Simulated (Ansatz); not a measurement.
## A series of single points on WS2

System: WS2 (3 atoms in the cell).
Method: DFT PBEsol+D3(BJ), scalar-relativistic, plane waves, PAW, PAW set soft_1, no spin polarisation (Ansatz 0.2.0).

The 6 runs differ only in the geometry, by a shift of atoms along one path in a fixed cell. The shift s is measured from run 4: S3 moves along the Cartesian direction (0.00, 0.00, −1.00), and W1 and S2 with it in fixed proportion. The structure derives from a Materials Project entry.

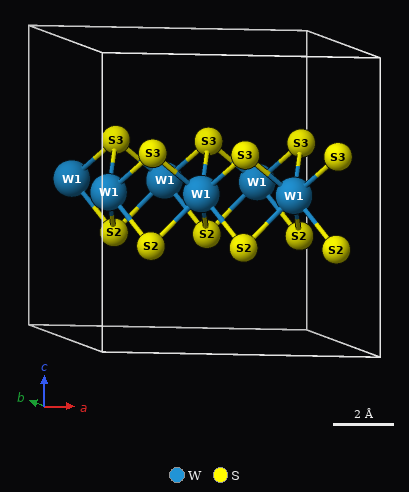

Figure 1. The structure of run 4 (ball-and-stick view of the 3 × 2 repeat of the cell, with the vacuum cut short, seen slightly off an axis; atoms are numbered from 1 in the order of the input).

## Input of run 4
```yaml
crystal:
  lattice:
    - [3.1239380587, 0.0, 0.0]
    - [-1.5619690294, 2.7054097187, 0.0]
    - [0.0, 0.0, 16.9375357456]
  atoms:
    - { symbol: W, position: [0.3333333333, 0.6666666667, 0.0012108228] }
    - { symbol: S, position: [0.6569353598, 0.3333333333, 0.9036795921] }
    - { symbol: S, position: [0.6763979736, 0.3333333333, 0.0893772491] }
basis:
  ecutwfc: 420
kpoints:
  mp_grid: { grid: [12, 12, 2] }
hamiltonian:
  xc: pbesol
  pseudopotentials: { kind: paw, azcp: { folder: soft_1 } }
  dispersion: d3bj
scf:
  occupations: { method: gaussian, width: 0.05 }
output:
  forces: true
  stress: true
  eigenvalues: true
```

Command:
```bash
ansatz run input.yaml --threads 1 --pin off --max-ram 2048MiB --backend cpu --events-out ev --progress --plain --runs-dir out
```

Run 3 differs from it as follows:
```diff
-    - { symbol: W, position: [0.3333333333, 0.6666666667, 0.0012108228] }
-    - { symbol: S, position: [0.6569353598, 0.3333333333, 0.9036795921] }
-    - { symbol: S, position: [0.6763979736, 0.3333333333, 0.0893772491] }
+    - { symbol: W, position: [0.3333333333, 0.6666666667, 0.0008072152] }
+    - { symbol: S, position: [0.6569353598, 0.3333333333, 0.9048367852] }
+    - { symbol: S, position: [0.6763979736, 0.3333333333, 0.0905344422] }
```

## Results, with one run withheld

```csv
run,shift s of S3 (Å),"free energy per atom, from the lowest run given (meV)",pressure (GPa),gap on the mesh (eV),force along the path (eV/Å)
1,−0.0588,0.00,0.00,1.99,0.000
2,−0.0392,3.99,0.03,1.98,−1.221
3,−0.0196,?,?,?,?
4,0.0000,35.85,0.25,1.94,−3.652
5,0.0196,63.64,0.44,1.89,−4.855
6,0.0392,99.25,0.69,1.74,−6.043
```

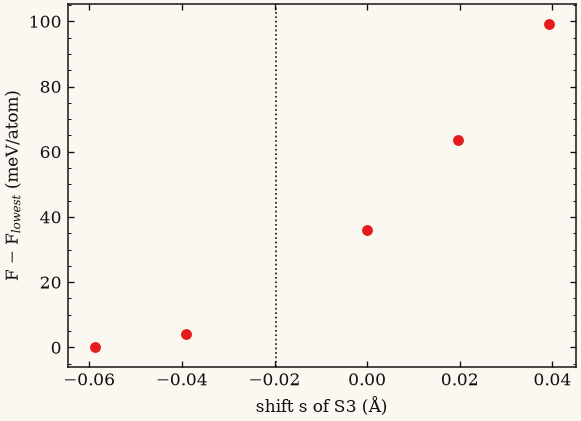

Figure 2. Free energy per atom of the runs given; the dotted line marks run 3.

Fit the runs given and predict run 3.

A cubic polynomial in the coordinate, fitted to the 5 runs given, misses them by under 0.01 meV per atom. With x = s + 0.0078, it reads F = 26.988 + 1056.5 x + 10285 x² − 1080.7 x³ (meV per atom). At run 3 it gives 15.96 meV per atom, and the run itself gives 15.95. The slope of the fit gives a force −dF/ds of −2.440 eV/Å along the path (summed over the atoms that move), and the printed forces give −2.439 eV/Å. The fit has no minimum inside this range. The gap on the mesh goes, without turning, from 1.99 eV in run 1 to 1.74 eV in run 6; run 3 has 1.97 eV. These are gaps of this functional on this mesh, which can miss the band edges; they aren't the measured gap.

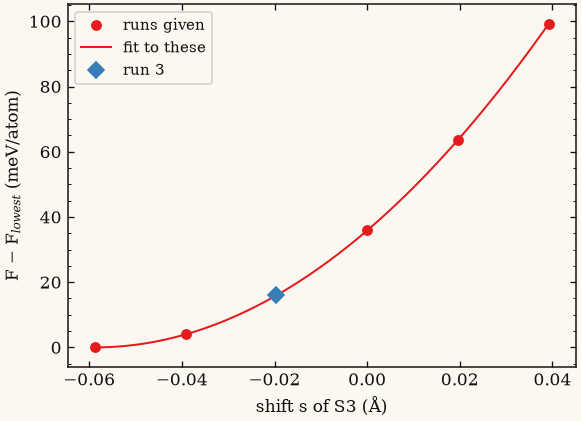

Figure 3. The fit and the withheld run.

## Output, shortened to warnings, some set-up lines, iterations and results (run 3)
```
Warning: [file] the record states the generating functional pbe (its physics header spells it `PBE`), which answers neither for hamiltonian.xc's functional nor for the pbesol family's — results may be inconsistent (PPs are generated against a specific XC)
Warning: [file] the record states the generating functional pbe (its physics header spells it `PBE`), which answers neither for hamiltonian.xc's functional nor for the pbesol family's — results may be inconsistent (PPs are generated against a specific XC)
Basis set: ecut = 420 eV, 2793 PW (Γ), exchange–correlation on 48×48×240 points (8 copies of the dense FFT grid, shifted against one another)
Symmetry: 1 space group operations
k-points: 148 of 288 (time reversal used)
Initial density: superposition of atomic densities (neutral atoms: chi_scale 0, normalization atom)
[...]
SCF iter   1: F=—  HF=-12031.215509 eV  |F-HF|=—  |Δ(HF+E_count)|=         —  Δρ=2.75e-2  dr2=1.31e0  ethr=3.10e-3  ⟨swp⟩=11.5  Hψ=21355  notcnv=0
SCF iter   2: F=—  HF=-12030.803435 eV  |F-HF|=—  |Δ(HF+E_count)|=   4.12e-1  Δρ=1.09e-2  dr2=1.76e-1  ethr=3.10e-3  ⟨swp⟩=4.0  Hψ=7471  notcnv=0
SCF iter   3: F=—  HF=-12030.847484 eV  |F-HF|=—  |Δ(HF+E_count)|=   4.40e-2  Δρ=8.71e-3  dr2=6.60e-1  ethr=6.76e-4  ⟨swp⟩=4.4  Hψ=5436  notcnv=0  recentre
SCF iter   4: F=—  HF=-12030.777929 eV  |F-HF|=—  |Δ(HF+E_count)|=   6.96e-2  Δρ=5.18e-3  dr2=7.88e-2  ethr=6.76e-4  ⟨swp⟩=3.4  Hψ=5381  notcnv=0
SCF iter   5: F=—  HF=-12030.769355 eV  |F-HF|=—  |Δ(HF+E_count)|=   8.57e-3  Δρ=1.67e-3  dr2=1.46e-2  ethr=3.03e-4  ⟨swp⟩=2.7  Hψ=3677  notcnv=0
SCF iter   6: F=—  HF=-12030.767058 eV  |F-HF|=—  |Δ(HF+E_count)|=   2.30e-3  Δρ=4.96e-4  dr2=2.17e-4  ethr=5.63e-5  ⟨swp⟩=2.2  Hψ=3556  notcnv=0
SCF iter   7: F=—  HF=-12030.767051 eV  |F-HF|=—  |Δ(HF+E_count)|=   6.39e-6  Δρ=1.72e-4  dr2=1.49e-4  ethr=8.35e-7  ⟨swp⟩=3.5  Hψ=5574  notcnv=0
SCF iter   8: F=—  HF=-12030.767024 eV  |F-HF|=—  |Δ(HF+E_count)|=   2.78e-5  Δρ=4.57e-5  dr2=5.03e-6  ethr=5.72e-7  ⟨swp⟩=2.0  Hψ=3138  notcnv=0
SCF iter   9: F=—  HF=-12030.766973 eV  |F-HF|=—  |Δ(HF+E_count)|=   5.10e-5  Δρ=9.06e-6  dr2=9.09e-8  ethr=3.85e-10  ⟨swp⟩=7.4  Hψ=17654  notcnv=0
SCF iter  10: F=-12030.766973 eV  HF=-12030.766973 eV  |F-HF|=2.58e-9  |Δ(HF+E_count)|=   1.32e-8  Δρ=2.57e-6  dr2=7.06e-9  ethr=3.50e-10  ⟨swp⟩=3.8  Hψ=10709  notcnv=0
SCF 1 converged in 10 iterations: F = -12030.766973 eV  dr2 = 7.06e-9
SCF converged after 10 iterations
Free energy (F): -12030.766973 eV
Harris-Foulkes:  -12030.766973 eV  (|F-HF|=2.58e-9)
Internal energy: -12030.766973 eV  (E = F + TS)
E sigma→0 (E₀):  -12030.766973 eV
Fermi energy:    1.439446 eV
--- Per-component energies (eV) ---
  E_band       = -462.156880
  E_kinetic    = 636.075565
  E_local      = -12712.045650  (includes V_loc(G=0)·N_el)
  E_nonlocal   = 46.890587
  E_hartree    = 6074.224267
  E_xc         = -443.140655
  E_vxc        = -397.862728  (∫ρ·V_xc dr)
  E_paw        = -9635.803603  (= ΣΔE_a)
  E_vpaw       = -183.666744  (= ΣTr[D̂ρ^β])
  E_aug_tail   = 0.000153  (compensation charges beyond the density's cutoff)
  E_ewald      = 4003.446064
  E_disp       = -0.759459  (pairwise vdW)
  E_core_change = 0.345757  (= ΣΔE_core)
  E_smearing   = -0.000000  (= −TS)
  E_closure    = 0.000000  (closes the sum)
  Σ components = -12030.766973   (vs F -12030.766973, Δ=0.00e0)
--- Forces (eV/Å), atoms counted from 1 ---
  atom   1  W      0.08164157     0.01627520    -1.80847302
  atom   2  S      0.27914706    -0.00662734     0.84175027
  atom   3  S     -0.36078892    -0.00964773     0.96672276
  max |Σ_I F_I| component: 2.87e-7 eV/Å
--- Stress (GPa, compression-positive) ---
        0.123300       0.097122      -1.121562
        0.097122       0.121358      -0.004353
       -1.121562      -0.004353       0.095974
  P = ⅓ Tr σ = 0.1135 GPa (1.135 kbar)
```

Warnings of the run: the PAW datasets were made with another functional. Spin–orbit coupling is left out, which matters for W.
